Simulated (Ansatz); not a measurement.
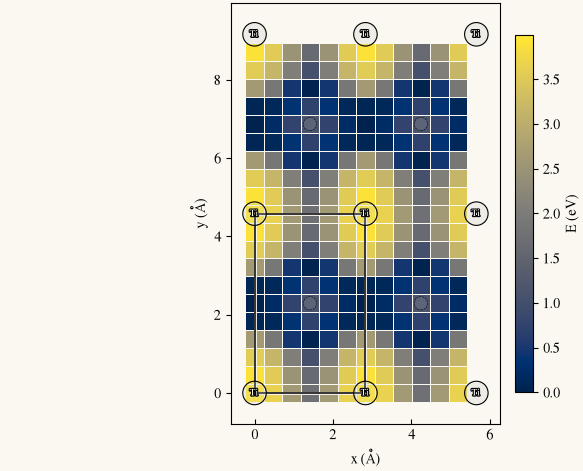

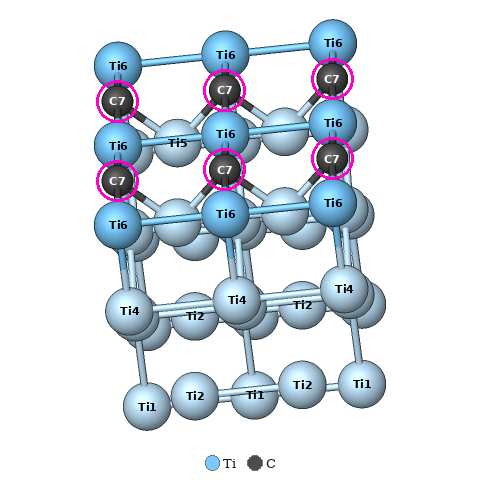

Energy landscape of C on a Ti(100) slab cut from the P6/mmm phase, its upper half relaxed before the scan (6 atoms of substrate and one adsorbate in a 1 × 1 cell). C is moved over the surface cell; relaxed at each place: the height of the adsorbate's atoms; substrate rigid; the origin of the map has the adsorbate above Ti6. Places are given modulo a cell vector. The map is drawn in real space over the plane of the surface. Grid: 6 × 10 points; 24 points were computed and 36 follow by symmetry. All energies are given in eV relative to the lowest grid point. The relaxed height changes by up to 1.0 Å between neighbouring points. With one adsorbate in each 1 × 1 cell, its nearest image is 2.8 Å away, so neighbouring adsorbates interact. These are results of DFT PBE, scalar-relativistic, plane waves, PAW in Ansatz 0.2.0, not measurements. Settings: cutoff 420 eV, k-mesh 9×6×1, gaussian smearing 0.1 eV, no spin polarisation.

Drawn: one coloured cell a grid point, labelled circles for the atoms of the top layer and small ones for the second layer, the outline of one cell of the 2 × 2 shown. The second picture is the structure at the lowest point; rings mark the moved atoms.

> Summarise what can be read from the map.

The lowest grid point is at the trough between two rows of top atoms, (0/6, 5/10) of the cell vectors. The highest grid point, the top site over a surface Ti atom, (0/6, 0/10) of the cell vectors, lies 3.99 eV above the lowest. At the lowest point the adsorbate has 2 Ti at 1.99 Å as nearest neighbours, at the highest 1 Ti at 1.90 Å. Its relaxed height above the top atom is 0.13 Å at the lowest and 1.90 Å at the highest point.

Grid values (eV):

| second ↓, first → | 0/6 | 1/6 | 2/6 | 3/6 | 4/6 | 5/6 |
| --- | --- | --- | --- | --- | --- | --- |
| 9/10 | 3.89 | 3.54 | 2.50 | 1.62 | 2.50 | 3.54 |
| 8/10 | 3.55 | 3.15 | 2.05 | 1.04 | 2.05 | 3.15 |
| 7/10 | 2.63 | 1.89 | 0.46 | 0.03 | 0.46 | 1.89 |
| 6/10 | 0.09 | 0.11 | 0.36 | 0.73 | 0.36 | 0.11 |
| 5/10 | 0.00 | 0.22 | 0.76 | 1.13 | 0.76 | 0.22 |
| 4/10 | 0.09 | 0.11 | 0.36 | 0.73 | 0.36 | 0.11 |
| 3/10 | 2.63 | 1.89 | 0.46 | 0.03 | 0.46 | 1.89 |
| 2/10 | 3.55 | 3.15 | 2.05 | 1.04 | 2.05 | 3.15 |
| 1/10 | 3.89 | 3.54 | 2.50 | 1.62 | 2.50 | 3.54 |
| 0/10 | 3.99 | 3.64 | 2.61 | 1.75 | 2.61 | 3.64 |

The whole map (24 points run) took 21 min on 2 threads of Intel(R) Xeon(R) Platinum 8488C (Sapphire Rapids), on a shared host.

PAW datasets: the set soft_1.
